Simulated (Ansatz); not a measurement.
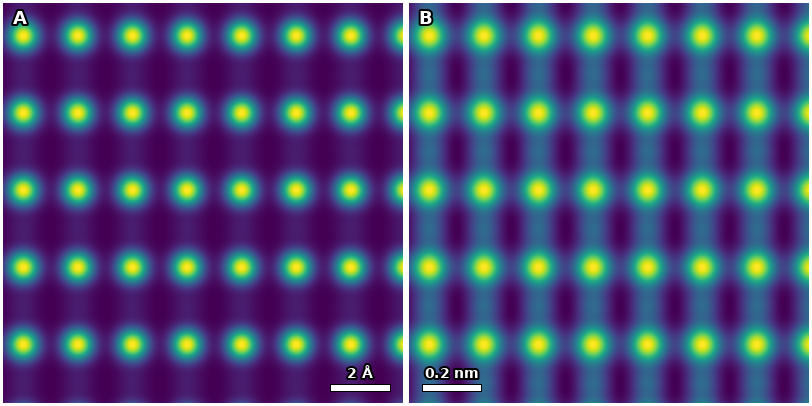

Two simulated images of the same area of GaN (Pm-3m, No. 221) along [110], with a probe of 0.90 Å. One is incoherent Z contrast (Z^1.7 per atom), the other the projected potential of neutral atoms blurred by the probe (iDPC-like, thin sample). Brightness is counted from the darkest point of the image. Structure: the end point of a relaxation with DFT, PBEsol, plane waves, PAW in Ansatz; the starting structure was generated, so it need not be a known form of this composition.

### Which panel is which, and how can one tell?

A is the Z-contrast image and B the potential image. The columns of 1 N per repeat reach about 8 % of the brightest peak (1 Ga) in A but about 34 % in B, mainly since the potential grows much more slowly with atomic number. The N columns show clearly in B alone.
